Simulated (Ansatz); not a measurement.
# Two runs on KI

System: KI (2 atoms in the cell).
Method of run A: DFT PBE, scalar-relativistic, plane waves, PAW, no spin polarisation (Ansatz 0.2.0).

The structure derives from a Materials Project entry. Text and figures count atoms from 1; the logs count them from 0 in places.

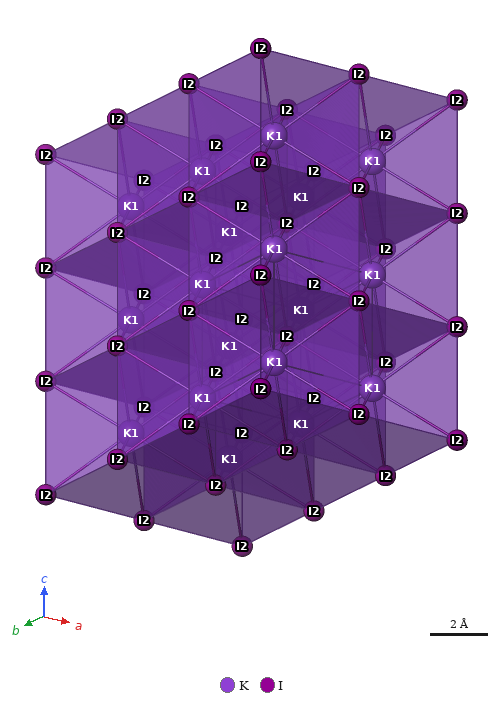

**Figure 1.** The structure (polyhedral view of the cell of the calculation, repeated 1 × 2 × 2, seen at an oblique angle; polyhedra are completed across the faces of the cell; atoms are numbered from 1 in the order of the input).

## Input, run A
```yaml
crystal:
  lattice:
    - [4.29119666, 0.0, 0.0]
    - [0.0, 4.29119666, 0.0]
    - [0.0, 0.0, 4.29119666]
  atoms:
    - { symbol: K, position: [0.0, 0.0, 0.0] }
    - { symbol: I, position: [0.5, 0.5, 0.5] }
basis:
  ecutwfc: 500
  fft_grid_basis: typed
kpoints:
  mp_grid: { grid: [8, 8, 8] }
hamiltonian:
  xc: pbe
scf:
  occupations: { method: gaussian, width: 0.05 }
output:
  forces: true
  stress: true
  eigenvalues: true
  bader: true
  write_density: true
  volumetric_format: npy
  elf: true
```

Command:
```bash
ansatz run input.yaml --threads 1 --pin off --max-ram 2560MiB --backend cpu --events-out ev --progress --plain --runs-dir out
```

Hardware: 1 thread of Arm Neoverse V2, 24 GiB of memory available, shared host.

## Output, shortened to warnings, some set-up lines, iterations and results (run A)
```
Basis set: ecut = 500 eV, 2007 PW (Γ), exchange–correlation on 64×64×64 points (8 copies of the dense FFT grid, shifted against one another)
Symmetry: 48 space group operations
k-points: 35 of 512
Initial density: superposition of atomic densities (neutral atoms: chi_scale 0, normalization atom), corrected by the library's trained network
[...]
SCF iter   1: F=—  HF=-9053.555473 eV  |F-HF|=—  |Δ(HF+E_count)|=         —  Δρ=4.97e-4  dr2=2.08e-4  ethr=1.77e-3  ⟨swp⟩=7.5  Hψ=3534  notcnv=0
SCF iter   2: F=—  HF=-9053.554929 eV  |F-HF|=—  |Δ(HF+E_count)|=   5.44e-4  Δρ=3.75e-4  dr2=2.32e-4  ethr=7.99e-7  ⟨swp⟩=3.2  Hψ=1585  notcnv=0
SCF iter   3: F=—  HF=-9053.554944 eV  |F-HF|=—  |Δ(HF+E_count)|=   1.52e-5  Δρ=1.75e-4  dr2=4.01e-5  ethr=7.99e-7  ⟨swp⟩=3.0  Hψ=910  notcnv=0
SCF iter   4: F=—  HF=-9053.555019 eV  |F-HF|=—  |Δ(HF+E_count)|=   7.43e-5  Δρ=9.03e-5  dr2=9.14e-6  ethr=1.54e-7  ⟨swp⟩=3.3  Hψ=1239  notcnv=0
SCF iter   5: F=—  HF=-9053.555015 eV  |F-HF|=—  |Δ(HF+E_count)|=   3.55e-6  Δρ=1.38e-5  dr2=1.59e-7  ethr=3.52e-8  ⟨swp⟩=2.0  Hψ=1050  notcnv=0
SCF iter   6: F=-9053.555015 eV  HF=-9053.555015 eV  |F-HF|=1.95e-10  |Δ(HF+E_count)|=   2.60e-8  Δρ=2.85e-6  dr2=6.57e-9  ethr=3.85e-10  ⟨swp⟩=6.8  Hψ=2895  notcnv=0
SCF 1 converged in 6 iterations: F = -9053.555015 eV  dr2 = 6.57e-9
SCF converged after 6 iterations
Free energy (F): -9053.555015 eV
Harris-Foulkes:  -9053.555015 eV  (|F-HF|=1.95e-10)
Internal energy: -9053.555015 eV  (E = F + TS)
E sigma→0 (E₀):  -9053.555015 eV
Fermi energy:    5.542216 eV
--- Per-component energies (eV) ---
  E_band       = -495.991654
  E_kinetic    = 443.004139
  E_local      = -2646.254214  (includes V_loc(G=0)·N_el)
  E_nonlocal   = -77.615308
  E_hartree    = 1262.770378
  E_xc         = -263.552791
  E_vxc        = -293.915449  (∫ρ·V_xc dr)
  E_paw        = -5598.817266  (= ΣΔE_a)
  E_vpaw       = -446.747789  (= ΣTr[D̂ρ^β])
  E_aug_tail   = -0.000029  (compensation charges beyond the density's cutoff)
  E_ewald      = -2173.089925
  E_smearing   = -0.000000  (= −TS)
  E_closure    = -0.000000  (closes the sum)
  Σ components = -9053.555015   (vs F -9053.555015, Δ=0.00e0)
--- Forces (eV/Å), atoms counted from 1 ---
  atom   1  K     -0.00000000     0.00000000    -0.00000000
  atom   2  I     -0.00000000    -0.00000000    -0.00000000
  max |Σ_I F_I| component: 8.09e-30 eV/Å
--- Stress (GPa, compression-positive) ---
        0.474439      -0.000000       0.000000
       -0.000000       0.474439       0.000000
        0.000000       0.000000       0.474439
  P = ⅓ Tr σ = 0.4744 GPa (4.744 kbar)
--- Bader charges: 2 sites ---
  site symbol  charge [e]  shift [e]
     0      K      0.8218     0.0000
     1      I     -0.8218     0.0000
  estimated error of the sums over rays = 5.3e-5 e
```

The input of run B differs as follows (lines with − go, lines with + come):
```diff
+total_charge: 0.5
-  elf: true
```

How does run B compare with run A?

The total energies belong to different systems, so their difference says nothing on which is more stable or more accurate. The gap of 3.33 eV on the mesh closes. The pressure goes from 0.47 to 2.08 GPa. A charged cell is computed with a uniform neutralising background, so its energy and pressure depend on the cell and aren't those of a real crystal. The SCF takes 8 iterations against 6.

## Output, shortened to warnings, some set-up lines, iterations and results (run B)
```
Basis set: ecut = 500 eV, 2007 PW (Γ), exchange–correlation on 64×64×64 points (8 copies of the dense FFT grid, shifted against one another)
Symmetry: 48 space group operations
k-points: 35 of 512
Initial density: superposition of atomic densities (neutral atoms scaled as one to the charged cell's electrons: chi_scale 0, normalization atom), corrected by the library's trained network
[...]
SCF iter   1: F=—  HF=-9055.799954 eV  |F-HF|=—  |Δ(HF+E_count)|=         —  Δρ=3.39e-2  dr2=9.84e-1  ethr=1.77e-3  ⟨swp⟩=6.7  Hψ=3420  notcnv=0
SCF iter   2: F=—  HF=-9055.386322 eV  |F-HF|=—  |Δ(HF+E_count)|=   4.14e-1  Δρ=1.87e-2  dr2=1.74e-1  ethr=1.77e-3  ⟨swp⟩=3.5  Hψ=1633  notcnv=0
SCF iter   3: F=—  HF=-9055.311014 eV  |F-HF|=—  |Δ(HF+E_count)|=   7.53e-2  Δρ=2.93e-3  dr2=1.22e-2  ethr=6.82e-4  ⟨swp⟩=3.2  Hψ=1335  notcnv=0
SCF iter   4: F=—  HF=-9055.310667 eV  |F-HF|=—  |Δ(HF+E_count)|=   3.48e-4  Δρ=1.09e-3  dr2=1.85e-3  ethr=4.78e-5  ⟨swp⟩=2.0  Hψ=1007  notcnv=0
SCF iter   5: F=—  HF=-9055.310695 eV  |F-HF|=—  |Δ(HF+E_count)|=   2.81e-5  Δρ=3.76e-4  dr2=9.87e-5  ethr=7.27e-6  ⟨swp⟩=3.0  Hψ=1157  notcnv=0
SCF iter   6: F=—  HF=-9055.310733 eV  |F-HF|=—  |Δ(HF+E_count)|=   3.86e-5  Δρ=1.13e-4  dr2=1.19e-5  ethr=3.87e-7  ⟨swp⟩=2.0  Hψ=1042  notcnv=0
SCF iter   7: F=—  HF=-9055.310734 eV  |F-HF|=—  |Δ(HF+E_count)|=   7.98e-7  Δρ=1.48e-5  dr2=1.25e-7  ethr=4.65e-8  ⟨swp⟩=2.0  Hψ=1044  notcnv=0
SCF iter   8: F=-9055.310735 eV  HF=-9055.310735 eV  |F-HF|=2.07e-9  |Δ(HF+E_count)|=   5.98e-7  Δρ=2.10e-6  dr2=2.17e-9  ethr=3.92e-10  ⟨swp⟩=7.4  Hψ=3146  notcnv=0
SCF 1 converged in 8 iterations: F = -9055.310735 eV  dr2 = 2.17e-9
SCF converged after 8 iterations
Free energy (F): -9055.310735 eV
Harris-Foulkes:  -9055.310735 eV  (|F-HF|=2.07e-9)
Internal energy: -9055.305157 eV  (E = F + TS)
E sigma→0 (E₀):  -9055.307946 eV
Entropy (-TS):   -0.005577 eV (-2.789 meV/atom)
Fermi energy:    3.234162 eV
--- Per-component energies (eV) ---
  E_band       = -504.052485
  E_kinetic    = 438.192840
  E_local      = -2639.024870  (includes V_loc(G=0)·N_el)
  E_nonlocal   = -78.998178
  E_hartree    = 1254.178512
  E_xc         = -259.221178
  E_vxc        = -288.195246  (∫ρ·V_xc dr)
  E_paw        = -5597.342329  (= ΣΔE_a)
  E_vpaw       = -444.384661  (= ΣTr[D̂ρ^β])
  E_aug_tail   = -0.000029  (compensation charges beyond the density's cutoff)
  E_ewald      = -2173.089925
  E_smearing   = -0.005577  (= −TS)
  E_closure    = 0.000000  (closes the sum)
  E_deformation_potential = 5.409862  (in the stress; not in F)
  Σ components = -9055.310735   (vs F -9055.310735, Δ=0.00e0)
--- Forces (eV/Å), atoms counted from 1 ---
  atom   1  K     -0.00000000    -0.00000000     0.00000000
  atom   2  I      0.00000000    -0.00000000     0.00000000
  max |Σ_I F_I| component: 5.65e-29 eV/Å
--- Stress (GPa, compression-positive) ---
        2.080959      -0.000000       0.000000
       -0.000000       2.080959       0.000000
        0.000000       0.000000       2.080959
  P = ⅓ Tr σ = 2.0810 GPa (20.810 kbar)
--- Bader charges: 2 sites ---
  site symbol  charge [e]  shift [e]
     0      K      0.8546     0.0000
     1      I     -0.3546     0.0000
  estimated error of the sums over rays = 5.6e-5 e
```

## The two runs side by side

```tsv
quantity	run A	run B
outcome	converged	converged
free energy per atom (eV)	−4526.7775	−4527.6554
energy per atom, smearing taken to zero (eV)	−4526.7775	−4527.6540
gap on the mesh (eV)	3.33	0.00
pressure (GPa)	0.47	2.08
largest force (eV/Å)	0.000	0.000
SCF iterations	6	8
irreducible k-points	35	35
plane waves at Γ	2007	2007
wall time (shared host)	7.8 s	7.6 s
```
